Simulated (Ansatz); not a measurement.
**Energy of KTaO₃ along a strain of the cell**

System: KTaO₃ (P4/mmm, 5 atoms in the cell).
Method: DFT PBE, scalar-relativistic, plane waves, PAW, no spin polarisation (Ansatz 0.2.0).

The 8 runs differ only in the geometry, by a strain of the cell at fixed fractional positions. Against run 5, the strain is εxx = η. The structure derives from an entry of the Crystallography Open Database.

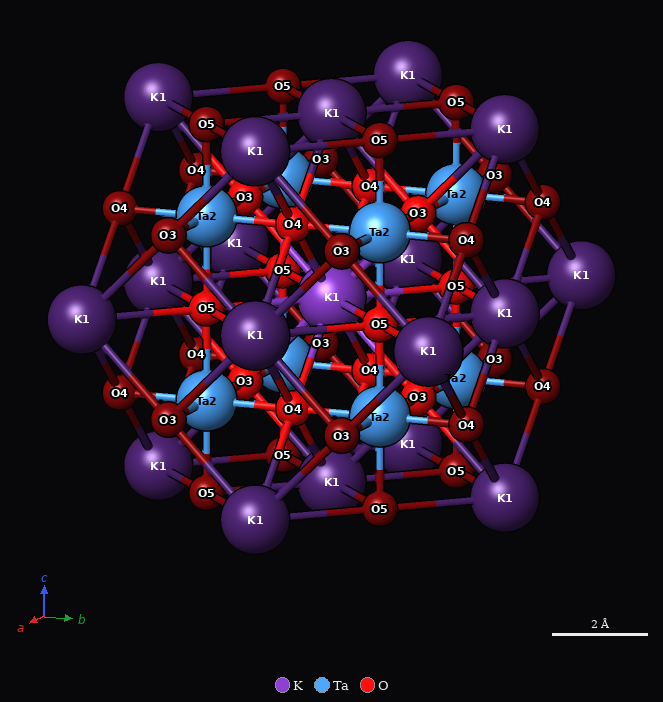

Figure 1. The structure of run 5 (ball-and-stick view of the cell of the calculation, seen slightly off an axis; neighbours outside the cell are drawn fainter; atoms are numbered from 1 in the order of the input). An atom can appear more than once, as a periodic image.

**Input of run 5**
```yaml
crystal:
  lattice:
    - [4.0880075, 0.0, 0.0]
    - [0.0, 3.9883, 0.0]
    - [0.0, 0.0, 3.9883]
  atoms:
    - { symbol: K, position: [0.5, 0.5, 0.5] }
    - { symbol: Ta, position: [0.0, 0.0, 0.0] }
    - { symbol: O, position: [0.5, 0.0, 0.0] }
    - { symbol: O, position: [0.0, 0.5, 0.0] }
    - { symbol: O, position: [0.0, 0.0, 0.5] }
basis:
  ecutwfc: 420
kpoints:
  mp_grid: { grid: [8, 8, 8] }
hamiltonian:
  xc: pbe
scf:
  occupations: { method: gaussian, width: 0.05 }
output:
  forces: true
  stress: true
  eigenvalues: true
```

Command:
```bash
ansatz run input.yaml --threads 1 --pin off --max-ram 2560MiB --backend cpu --events-out ev --progress --plain --runs-dir out
```

Run 2 differs from it as follows:
```diff
-    - [4.0880075, 0.0, 0.0]
+    - [3.6891775, 0.0, 0.0]
```

**Results, with one run withheld**

| run | strain parameter η (%) | free energy per atom, from the lowest run given (meV) | pressure (GPa) | gap on the mesh (eV) |
| --- | --- | --- | --- | --- |
| 1 | −12.1951 | 308.42 | 39.25 | 2.23 |
| 2 | −9.7561 | ? | ? | ? |
| 3 | −7.3171 | 76.58 | 18.73 | 2.23 |
| 4 | −4.8780 | 23.42 | 11.34 | 2.23 |
| 5 | 0.0000 | 0.00 | 0.66 | 2.14 |
| 6 | 2.4390 | 17.52 | −3.11 | 2.05 |
| 7 | 6.0976 | 67.62 | −7.33 | 1.91 |
| 8 | 7.3171 | 89.00 | −8.42 | 1.86 |

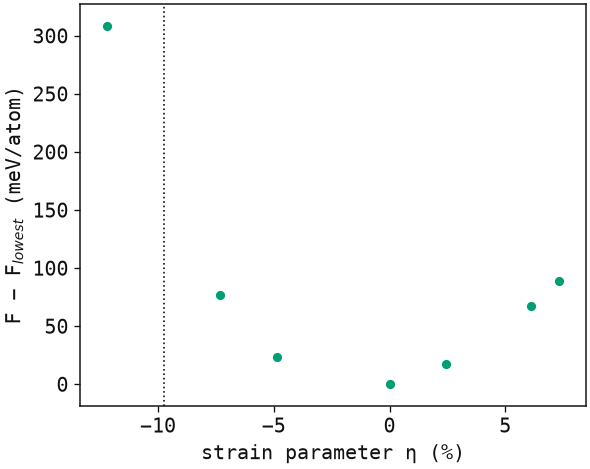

Figure 2. Free energy per atom of the runs given; the dotted line marks run 2.

Estimate the energy of run 2 from the others.

A cubic polynomial in the coordinate, fitted to the 7 runs given, misses them by at most 1.39 meV per atom. With x = η + 1.2195, it reads F = −4.1681 + 0.41177 x + 1.8351 x² − 0.072415 x³ (meV per atom). At run 2 it gives 171.10 meV per atom, and the run itself gives 168.07. The fit has its minimum at η = −1.3310 %. The fit misses that run by 3.03 meV per atom. The gap on the mesh lies between 1.86 eV (run 8) and 2.24 eV (run 2); run 2 has 2.24 eV. These are gaps of this functional on this mesh, which can miss the band edges; they aren't the measured gap.

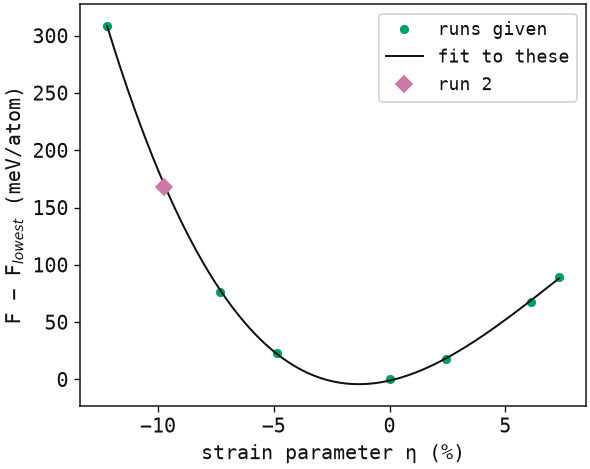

Figure 3. The fit and the withheld run.

**Output, shortened to warnings, some set-up lines, iterations and results (run 2)**
```
Basis set: ecut = 420 eV, 1125 PW (Γ), exchange–correlation on 50×54×54 points (8 copies of the dense FFT grid, shifted against one another)
Symmetry: 16 space group operations
k-points: 75 of 512
Initial density: superposition of atomic densities (neutral atoms: chi_scale 0, normalization atom), corrected by the library's trained network
[...]
SCF iter   1: F=—  HF=-13177.361436 eV  |F-HF|=—  |Δ(HF+E_count)|=         —  Δρ=1.68e-3  dr2=9.03e-4  ethr=1.77e-3  ⟨swp⟩=6.5  Hψ=9329  notcnv=0
SCF iter   2: F=—  HF=-13177.361627 eV  |F-HF|=—  |Δ(HF+E_count)|=   1.90e-4  Δρ=7.98e-4  dr2=1.32e-4  ethr=2.26e-6  ⟨swp⟩=2.0  Hψ=3957  notcnv=0
SCF iter   3: F=—  HF=-13177.361759 eV  |F-HF|=—  |Δ(HF+E_count)|=   1.33e-4  Δρ=3.45e-4  dr2=3.14e-5  ethr=3.31e-7  ⟨swp⟩=2.3  Hψ=2721  notcnv=0
SCF iter   4: F=—  HF=-13177.361525 eV  |F-HF|=—  |Δ(HF+E_count)|=   2.34e-4  Δρ=5.32e-5  dr2=1.17e-6  ethr=7.85e-8  ⟨swp⟩=2.1  Hψ=3258  notcnv=0
SCF iter   5: F=—  HF=-13177.361526 eV  |F-HF|=—  |Δ(HF+E_count)|=   5.70e-7  Δρ=2.94e-5  dr2=2.52e-7  ethr=2.92e-9  ⟨swp⟩=2.0  Hψ=2905  notcnv=0
SCF iter   6: F=-13177.361526 eV  HF=-13177.361526 eV  |F-HF|=4.57e-9  |Δ(HF+E_count)|=   8.47e-8  Δρ=6.15e-6  dr2=1.70e-8  ethr=2.50e-10  ⟨swp⟩=8.6  Hψ=8070  notcnv=0
SCF 1 converged in 6 iterations: F = -13177.361526 eV  dr2 = 1.70e-8
SCF converged after 6 iterations
Free energy (F): -13177.361526 eV
Harris-Foulkes:  -13177.361526 eV  (|F-HF|=4.57e-9)
Internal energy: -13177.361526 eV  (E = F + TS)
E sigma→0 (E₀):  -13177.361526 eV
Fermi energy:    11.073300 eV
--- Per-component energies (eV) ---
  E_band       = -207.550153
  E_kinetic    = 1157.887169
  E_local      = -2135.944564  (includes V_loc(G=0)·N_el)
  E_nonlocal   = 172.822855
  E_hartree    = 753.069211
  E_xc         = -578.898634
  E_vxc        = -656.604761  (∫ρ·V_xc dr)
  E_paw        = -9655.224920  (= ΣΔE_a)
  E_vpaw       = -251.853469  (= ΣTr[D̂ρ^β])
  E_aug_tail   = 0.007614  (compensation charges beyond the density's cutoff)
  E_ewald      = -2891.080257
  E_smearing   = -0.000000  (= −TS)
  E_closure    = -0.000000  (closes the sum)
  Σ components = -13177.361526   (vs F -13177.361526, Δ=0.00e0)
--- Forces (eV/Å), atoms counted from 1 ---
  atom   1  K      0.00000000     0.00000000     0.00000000
  atom   2  Ta     0.00000000     0.00000000     0.00000000
  atom   3  O      0.00000000     0.00000000     0.00000000
  atom   4  O      0.00000000     0.00000000     0.00000000
  atom   5  O     -0.00000000     0.00000000     0.00000000
  max |Σ_I F_I| component: 4.14e-30 eV/Å
--- Stress (GPa, compression-positive) ---
       57.558048       0.000000       0.000000
        0.000000      13.059551       0.000000
        0.000000       0.000000      13.059551
  P = ⅓ Tr σ = 27.8924 GPa (278.924 kbar)
```

Notes: Spin–orbit coupling is left out, which matters for Ta.
